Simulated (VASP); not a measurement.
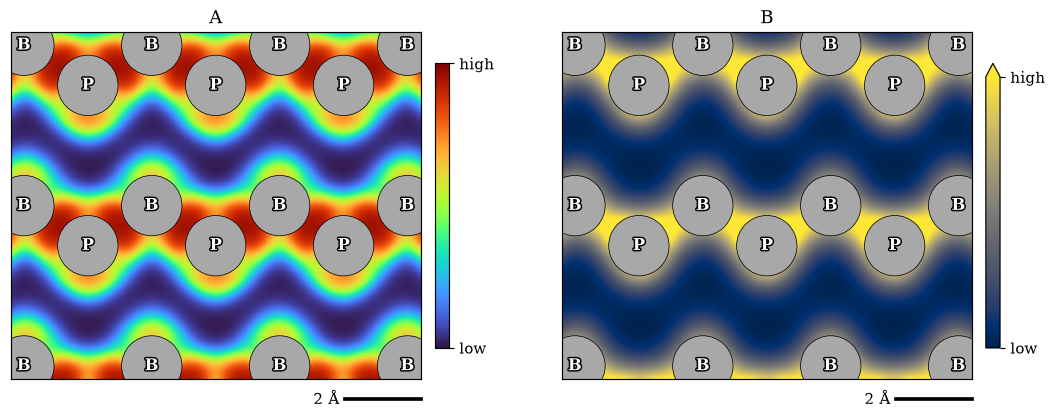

BP: 2 fields on the (100) plane of the conventional cell, with unlabelled colour scales. Grey discs cover the atomic cores.

Space group I-4m2; computed pressure about −4 GPa in this cell.

Computed with Kohn-Sham DFT of a periodic cell, PBE, VASP PAW PBE potentials, recommended in VASP.

> Match the panels to the quantities (electron localisation function and valence pseudo-density).

Panel A: electron localisation function. Panel B: valence pseudo-density. From the grid: B–P (1.99 Å): ρ is about 0.85 e/Å³ halfway; the ELF peaks at about 0.95 between the atoms (a shared electron pair).
